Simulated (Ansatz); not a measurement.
# Geometry relaxation, with input and output: Bi₂Te₃ (part 1 of 2)

- system: Bi₂Te₃ (5 atoms in the cell)
- method: DFT PBEsol, scalar-relativistic, plane waves, PAW, no spin polarisation (Ansatz 0.2.0)

The structure derives from an entry of the Crystallography Open Database.

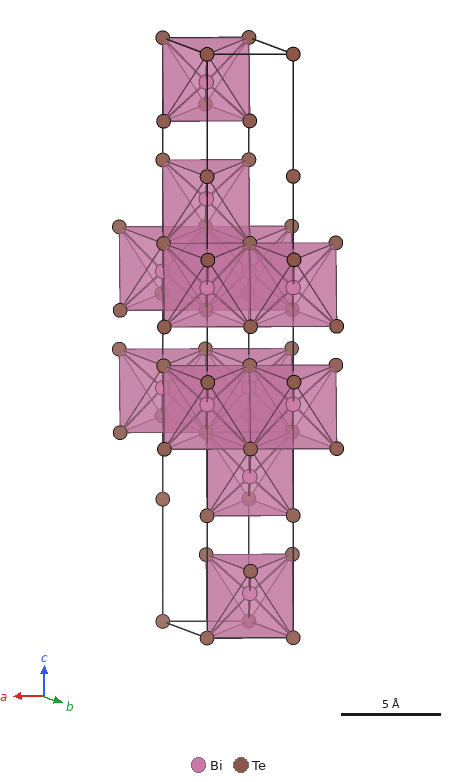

The starting structure (polyhedral view of the cell 3 times as large as that of the calculation, set on its symmetry axes, seen at an oblique angle; polyhedra are completed across the faces of the cell). An atom can appear more than once, as a periodic image.

**Input**
```yaml
crystal:
  lattice:
    - [2.193, 1.2661291403, 10.1656666667]
    - [-2.193, 1.2661291403, 10.1656666667]
    - [0.0, -2.5322582807, 10.1656666667]
  atoms:
    - { symbol: Bi, position: [0.4, 0.4, 0.4] }
    - { symbol: Bi, position: [0.6, 0.6, 0.6] }
    - { symbol: Te, position: [0.0, 0.0, 0.0] }
    - { symbol: Te, position: [0.2095, 0.2095, 0.2095] }
    - { symbol: Te, position: [0.7905, 0.7905, 0.7905] }
basis:
  ecutwfc: 420
kpoints:
  mp_grid: { grid: [12, 12, 12] }
hamiltonian:
  xc: pbesol
scf:
  occupations: { method: gaussian, width: 0.01 }
output:
  forces: true
  stress: true
  eigenvalues: true
  write_density: true
  write_potential: true
  elf: true
  volumetric_format: npy
relax:
  adjacent_minimum: "off"
  f_tol: 0.005
  max_steps: 80
  cell: { stress_tol: 0.05 }
```

Machine: 2 threads of Intel Xeon @ 2.50GHz (Skylake/Cascade Lake), 32 GiB of memory available, shared host.

Launched with:
```bash
ansatz run input.yaml --threads 2 --pin off --max-ram 5120MiB --backend cpu --events-out ev --progress --plain --runs-dir out
```

**Log**
```
basis.fft_grid_basis auto: the FFT boxes are laid along the combinations [[1, -1, 0], [0, 1, 0], [0, -1, 1]] of the cell's own vectors, 4.386, 10.476 and 4.386 Å long. The dense box has 30×72×30 points. Along the cell's own vectors, as sized, it would have 72×72×72, 5.76 times as many. Of the 12 symmetry operations that the crystal satisfies within crystal.symmetry.tolerance (time reversal apart; of a slab, those that keep its plane) the dense box along the cell's own vectors carries 12, and the one as laid loses 8 of those. basis.fft_grid_basis: typed keeps the cell's own vectors: state it where this run's energies or levels are differenced outside the engine with another run's, or held beside a run that keeps those vectors. Those combinations have planes normal to reciprocal vector 3, as the cell's own vectors have. Each planar average written beside output.write_density, output.write_potential has a row for each plane of the box: 30. The volumetric files lie along those combinations, not along the cell's own vectors: a cube or XSF file states them, and fields.json those of NumPy files.
Engine: ansatz 0.2.0, x86_64-unknown-linux-gnu
Pseudopotentials: kind: paw
Pseudopotential: Bi, paw, valence charge 15, recommended cutoff 420 eV (normal), Bi.paw.azcp
Pseudopotential: Te, paw, valence charge 16, recommended cutoff 420 eV (normal), Te.paw.azcp
Functional definition: PBEsol
  exchange = pbesol_x
  correlation = pbesol_c
Crystal: 5 atoms, lattice volume = 169.357 Å³
Basis set: ecut = 420 eV, 3345 PW (Γ), FFT grids on a1−a2, a2, −a2+a3, exchange–correlation on 60×144×60 points (8 copies of the dense FFT grid, shifted against one another)
Bands: 47, of which v1, the nominal top of the filled ones, is band 39 counted from 1 (38 counted from 0)
Symmetry: 12 space group operations
Space group: R-3m (ITA 166), of the structure as read, at distance tolerance 5.5e-5 Å
k-points: 189 of 1728
Non-local potential: Bi, projectors of the file, l = 0: 2, l = 1: 2, l = 2: 2, l = 3: 2
Non-local potential: Te, projectors of the file, l = 0: 2, l = 1: 2, l = 2: 2, l = 3: 2
PAW form: soft (Blöchl's): semilocal exchange-correlation on the pseudo side does not see the compensation charge
PAW frozen core: Bi, regenerated for the run's functional, and the local potential with it (the file was generated under x = pbe(κ = 0.804, μ = 0.2195149727645171), c = pbe(β = 0.06672455060314922))
PAW frozen core: Te, regenerated for the run's functional, and the local potential with it (the file was generated under x = pbe(κ = 0.804, μ = 0.2195149727645171), c = pbe(β = 0.06672455060314922))
PAW one-centre angular grid: Bi, 590 points (default); XC on 64 Gauss nodes
PAW one-centre angular grid: Te, 590 points (default); XC on 64 Gauss nodes
Initial density: superposition of atomic densities (neutral atoms: chi_scale 0, normalization atom), corrected by the library's trained network
Initial wavefunctions: pseudopotential atomic-orbital guess
Functional: x = pbesol(κ = 0.804, μ = 0.12345679012345678), c = pbesol(β = 0.046)
SCF iter   1: F=—  HF=-45189.659782 eV  |F-HF|=—  |Δ(HF+E_count)|=         —  Δρ=2.00e-3  dr2=1.20e-2  ethr=1.77e-3  ⟨swp⟩=8.9  Hψ=38839  notcnv=0
preconditioner: auto → Resta (q_TF=auto, 2.398 Å⁻¹)  ε∞=4.2  [insulator: Δε(μ)=0.224 eV  Ē_g=8.394 eV  σ=0.010 eV  W_gap=1.00  n_scr=42 (ndim 8)  ℏωp=15.1 eV  f_vac=0.015  D(μ)=0.00/eV (n_scr^D=0)  ε∞_Penn≈4.2]
SCF iter   2: F=—  HF=-45189.653024 eV  |F-HF|=—  |Δ(HF+E_count)|=   6.76e-3  Δρ=1.06e-3  dr2=2.09e-3  ethr=1.54e-5  ⟨swp⟩=3.0  Hψ=17267  notcnv=0  defer=337
SCF iter   3: F=—  HF=-45189.652804 eV  |F-HF|=—  |Δ(HF+E_count)|=   2.20e-4  Δρ=3.51e-4  dr2=7.37e-4  ethr=2.67e-6  ⟨swp⟩=2.2  Hψ=15238  notcnv=0  defer=337
SCF iter   4: F=—  HF=-45189.652778 eV  |F-HF|=—  |Δ(HF+E_count)|=   2.56e-5  Δρ=1.71e-4  dr2=6.74e-5  ethr=9.45e-7  ⟨swp⟩=1.8  Hψ=9123  notcnv=0  defer=337
SCF iter   5: F=—  HF=-45189.652794 eV  |F-HF|=—  |Δ(HF+E_count)|=   1.60e-5  Δρ=6.48e-5  dr2=1.44e-5  ethr=8.64e-8  ⟨swp⟩=3.0  Hψ=16014  notcnv=0  defer=337
SCF iter   6: F=—  HF=-45189.652796 eV  |F-HF|=—  |Δ(HF+E_count)|=   1.83e-6  Δρ=1.65e-5  dr2=7.32e-7  ethr=1.84e-8  ⟨swp⟩=2.1  Hψ=10477  notcnv=0  defer=337
SCF iter   7: F=-45189.652797 eV  HF=-45189.652797 eV  |F-HF|=3.96e-9  |Δ(HF+E_count)|=   4.53e-7  Δρ=4.30e-6  dr2=4.18e-8  ethr=1.28e-10  ⟨swp⟩=14.3  Hψ=77330  notcnv=0
SCF 1 converged in 7 iterations: F = -45189.652797 eV  dr2 = 4.18e-8
  greatest PAW one-centre occupation: 0.998 electrons in one spin orbital (limit 2), on the Te atom at site 4 (counted from 0), in its partial waves of l = 2
relax step   1: F+E_penalty+E_count = -45189.65279662 eV  Δ(F+E_penalty+E_count) = +0.000e0 eV  max|allowed force component| = 1.228e-1 eV/Å  Δτ_max = 0.0000 Å  P = -0.597 GPa  Ω = 169.357 Å³  (7 SCF iters, dr2 threshold 1.00e-7 eV, accepted)
Crystal: 5 atoms, lattice volume = 166.606 Å³
Basis set: ecut = 420 eV, 3261 PW (Γ), FFT grids on a1−a2, a2, −a2+a3, exchange–correlation on 60×144×60 points (8 copies of the dense FFT grid, shifted against one another)
Initial density: handed on by an earlier stage of this run
Initial wavefunctions: those handed on with the density
iter 1 solved again at ethr=1.52e-6 eV; its pass at ethr=3.10e-3 eV (dr2=1.18e-3 eV) is discarded
SCF iter   1: F=—  HF=-45189.654403 eV  |F-HF|=—  |Δ(HF+E_count)|=         —  Δρ=7.03e-4  dr2=1.14e-3  ethr=1.52e-6  ⟨swp⟩=3.2  Hψ=49674  notcnv=0
preconditioner: auto → Resta (q_TF=auto, 2.404 Å⁻¹)  ε∞=4.2  [insulator: Δε(μ)=0.207 eV  Ē_g=8.500 eV  σ=0.010 eV  W_gap=1.00  n_scr=42 (ndim 8)  ℏωp=15.2 eV  f_vac=0.011  D(μ)=0.00/eV (n_scr^D=0)  ε∞_Penn≈4.2]
SCF iter   2: F=—  HF=-45189.654192 eV  |F-HF|=—  |Δ(HF+E_count)|=   2.11e-4  Δρ=4.12e-4  dr2=3.64e-4  ethr=1.46e-6  ⟨swp⟩=1.0  Hψ=8883  notcnv=0
SCF iter   3: F=—  HF=-45189.654157 eV  |F-HF|=—  |Δ(HF+E_count)|=   3.49e-5  Δρ=1.43e-4  dr2=2.41e-4  ethr=4.66e-7  ⟨swp⟩=2.0  Hψ=11588  notcnv=0
SCF iter   4: F=—  HF=-45189.654134 eV  |F-HF|=—  |Δ(HF+E_count)|=   2.36e-5  Δρ=4.85e-5  dr2=4.97e-6  ethr=3.09e-7  ⟨swp⟩=1.3  Hψ=9027  notcnv=0
SCF iter   5: F=-45189.654136 eV  HF=-45189.654136 eV  |F-HF|=4.47e-8  |Δ(HF+E_count)|=   2.00e-6  Δρ=1.15e-5  dr2=3.83e-7  ethr=6.41e-10  ⟨swp⟩=11.0  Hψ=79542  notcnv=0
SCF 2 converged in 5 iterations: F = -45189.654136 eV  dr2 = 3.83e-7
relax step   2: F+E_penalty+E_count = -45189.65413576 eV  Δ(F+E_penalty+E_count) = -1.339e-3 eV  max|allowed force component| = 1.207e-1 eV/Å  Δτ_max = 0.0254 Å  P = +0.575 GPa  Ω = 166.606 Å³  energy of the carried Pulay correction = +4.735e-4 eV  (5 SCF iters, dr2 threshold 5.00e-7 eV, accepted)
Crystal: 5 atoms, lattice volume = 167.997 Å³
Basis set: ecut = 420 eV, 3297 PW (Γ), FFT grids on a1−a2, a2, −a2+a3, exchange–correlation on 60×144×60 points (8 copies of the dense FFT grid, shifted against one another)
iter 1 solved again at ethr=8.34e-7 eV; its pass at ethr=3.10e-3 eV (dr2=6.51e-4 eV) is discarded
SCF iter   1: F=—  HF=-45189.657821 eV  |F-HF|=—  |Δ(HF+E_count)|=         —  Δρ=3.18e-4  dr2=4.51e-4  ethr=8.34e-7  ⟨swp⟩=3.1  Hψ=47707  notcnv=0
preconditioner: auto → Resta (q_TF=auto, 2.401 Å⁻¹)  ε∞=4.2  [insulator: Δε(μ)=0.215 eV  Ē_g=8.452 eV  σ=0.010 eV  W_gap=1.00  n_scr=42 (ndim 8)  ℏωp=15.2 eV  f_vac=0.012  D(μ)=0.00/eV (n_scr^D=0)  ε∞_Penn≈4.2]
SCF iter   2: F=—  HF=-45189.657763 eV  |F-HF|=—  |Δ(HF+E_count)|=   5.73e-5  Δρ=1.90e-4  dr2=9.62e-5  ethr=5.78e-7  ⟨swp⟩=1.1  Hψ=8939  notcnv=0
SCF iter   3: F=—  HF=-45189.657747 eV  |F-HF|=—  |Δ(HF+E_count)|=   1.69e-5  Δρ=9.80e-5  dr2=3.45e-5  ethr=1.23e-7  ⟨swp⟩=1.7  Hψ=9435  notcnv=0
SCF iter   4: F=—  HF=-45189.657741 eV  |F-HF|=—  |Δ(HF+E_count)|=   6.03e-6  Δρ=1.88e-5  dr2=9.26e-7  ethr=4.43e-8  ⟨swp⟩=2.0  Hψ=10729  notcnv=0
SCF iter   5: F=-45189.657741 eV  HF=-45189.657741 eV  |F-HF|=4.16e-8  |Δ(HF+E_count)|=   1.88e-7  Δρ=6.34e-6  dr2=8.07e-8  ethr=6.41e-10  ⟨swp⟩=12.2  Hψ=74602  notcnv=0
SCF 3 converged in 5 iterations: F = -45189.657741 eV  dr2 = 8.07e-8
relax step   3: F+E_penalty+E_count = -45189.65774074 eV  Δ(F+E_penalty+E_count) = -3.605e-3 eV  max|allowed force component| = 1.403e-3 eV/Å  Δτ_max = 0.0100 Å  P = -0.011 GPa  Ω = 167.997 Å³  energy of the carried Pulay correction = +2.331e-4 eV  (5 SCF iters, dr2 threshold 5.00e-7 eV, accepted)
Initial wavefunctions: pseudopotential atomic-orbital guess (no wavefunctions were taken with the density)
iter 1 solved again at ethr=2.62e-7 eV; its pass at ethr=3.10e-3 eV (dr2=2.04e-4 eV) is discarded
SCF iter   1: F=—  HF=-45189.657499 eV  |F-HF|=—  |Δ(HF+E_count)|=         —  Δρ=9.91e-6  dr2=8.83e-8  ethr=2.62e-7  ⟨swp⟩=4.1  Hψ=64657  notcnv=0
eigensolver tolerance schedule: the retry pair's looser diagonalisation over-reported the residual by 2312.32 of it (diagonalisation noise at 0.24 of the residual, at the tolerance the schedule requests for it); recorded, not acted on — ethr = c·dr2/N_el stays at c = 1.0e-1
preconditioner: auto → Resta (q_TF=auto, 2.401 Å⁻¹)  ε∞=4.2  [insulator: Δε(μ)=0.216 eV  Ē_g=8.452 eV  σ=0.010 eV  W_gap=1.00  n_scr=42 (ndim 8)  ℏωp=15.2 eV  f_vac=0.012  D(μ)=0.00/eV (n_scr^D=0)  ε∞_Penn≈4.2]
SCF iter   2: F=—  HF=-45189.657504 eV  |F-HF|=—  |Δ(HF+E_count)|=   5.22e-6  Δρ=5.66e-6  dr2=3.96e-8  ethr=1.13e-10  ⟨swp⟩=3.0  Hψ=23120  notcnv=0
SCF iter   3: F=—  HF=-45189.657504 eV  |F-HF|=—  |Δ(HF+E_count)|=   3.37e-8  Δρ=2.07e-6  dr2=3.67e-8  ethr=5.08e-11  ⟨swp⟩=2.0  Hψ=16251  notcnv=0
SCF iter   4: F=—  HF=-45189.657504 eV  |F-HF|=—  |Δ(HF+E_count)|=   1.11e-9  Δρ=1.06e-6  dr2=2.53e-9  ethr=4.70e-11  ⟨swp⟩=1.2  Hψ=8991  notcnv=0
SCF iter   5: F=—  HF=-45189.657504 eV  |F-HF|=—  |Δ(HF+E_count)|=   1.86e-9  Δρ=5.88e-7  dr2=6.52e-10  ethr=3.24e-12  ⟨swp⟩=2.0  Hψ=16254  notcnv=0
SCF iter   6: F=-45189.657504 eV  HF=-45189.657504 eV  |F-HF|=0.00e0  |Δ(HF+E_count)|=  1.46e-10  Δρ=1.76e-7  dr2=3.19e-11  ethr=1.00e-12  ⟨swp⟩=5.5  Hψ=50179  notcnv=0
SCF 4 converged in 6 iterations: F = -45189.657504 eV  dr2 = 3.19e-11
relax step   4: F+E_penalty+E_count = -45189.65750409 eV  Δ(F+E_penalty+E_count) = +2.367e-4 eV  max|allowed force component| = 1.386e-3 eV/Å  Δτ_max = 0.0000 Å  P = -0.011 GPa  Ω = 167.997 Å³  stress off target by 1.18e-2 GPa  SCF on the basis re-selected at this cell (its energy is not comparable with the rows above)  (6 SCF iters)
```

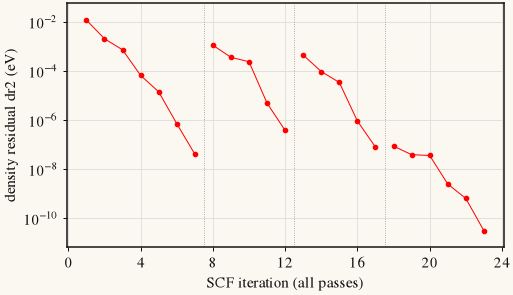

Convergence of the self-consistent field: density residual dr2 against the SCF iteration. The dotted lines part the SCF passes of the relaxation: geometry steps, rejected trials and re-solves on a re-selected basis. The passes take 7, 5, 5 and 6 iterations.

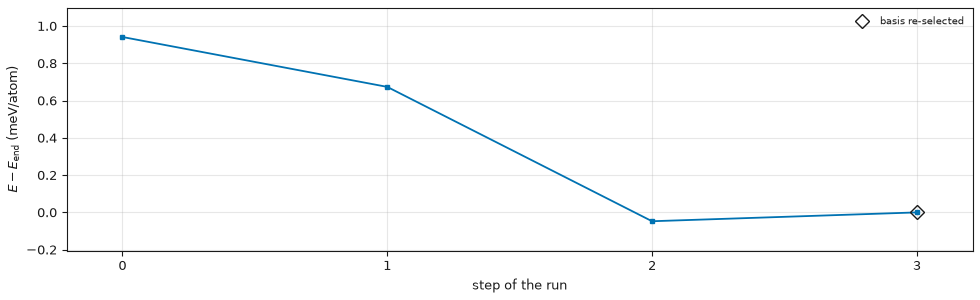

Progress of the relaxation, step by step (the first geometry is step 0 here and step 1 in the log).

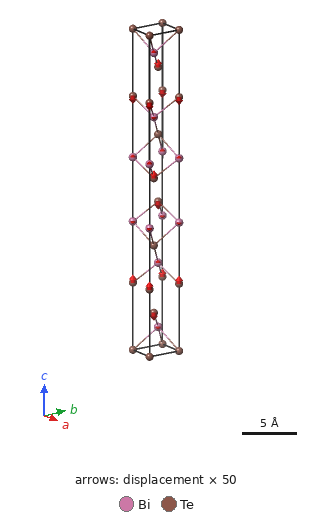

The starting structure with the displacements (without the part carried along by the change of the cell) as red arrows, magnified 50 times (ball-and-stick view of the cell 3 times as large as that of the calculation, set on its symmetry axes, seen slightly off an axis). The largest moves relative to the cell, 0.015 Å, are those of Te4 and Te5. By element the largest moves are Te 0.015 Å, Bi 0.005 Å. Cell: a = b 4.386 → 4.381 Å (−0.1 %), c 30.497 → 30.323 Å (−0.6 %). Volume −0.8 %. Among the contacts that change: Bi1–Te5 3.074 → 3.061 Å, Bi1–Te3 3.247 → 3.235 Å. The space group stays R-3m (No. 166). Over 2 geometry steps the energy falls by 1.0 meV per atom. Largest force component: 0.12 eV/Å at the start, 0.0014 eV/Å at the end. Pressure: −0.60 GPa at the start and −0.01 GPa at the end. A last SCF at the same geometry on a re-selected plane-wave basis shifts the energy by +0.0 meV per atom. (Atoms are counted from 1 in the order of the input.)
